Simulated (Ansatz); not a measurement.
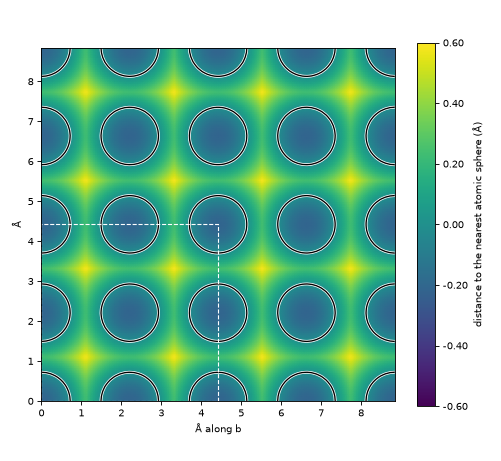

Map of the distance to the nearest atomic sphere in NbN (Fm-3m), computed on the section x = 0.250 (parallel to b and c; the dashed line is one cell). The black line marks the spheres' surfaces; positive values are empty space; unlabelled circles belong to atoms above or below the section.

The atoms' radii are Shannon crystal radii (six-coordinate where tabulated): Nb 0.86 Å, N 1.32 Å.

The cell is taken from coordinates from a relaxation with Ansatz 0.2.0, DFT PBE, scalar-relativistic, plane waves, PAW.

```xyz
8
Lattice="4.4215 0.0000 0.0000 0.0000 4.4215 0.0000 0.0000 0.0000 4.4215" Properties=species:S:1:pos:R:3 pbc="T T T"
Nb    2.2108    0.0000    0.0000
N     0.0000    0.0000    0.0000
Nb    2.2108    2.2108    2.2108
N     0.0000    2.2108    2.2108
Nb    0.0000    0.0000    2.2108
N     2.2108    0.0000    2.2108
Nb    0.0000    2.2108    0.0000
N     2.2108    2.2108    0.0000
```

Q: Where is the largest hole in this section, and how large is it?

A: At 0.250, 0.250, 0.250 (fractional), where the distance reaches 0.59 Å; it is enclosed by 4 N (then 4 Nb) in a tetrahedral arrangement. It is the largest hole of the crystal.

Q: How much of the crystal lies outside the spheres?

A: About 43 % of the cell's volume, and 66 % of this section's area.

Q: What can pass through?

A: The largest sphere that fits anywhere has a diameter of 1.19 Å; the largest that can travel through the crystal, about 0.6 Å.
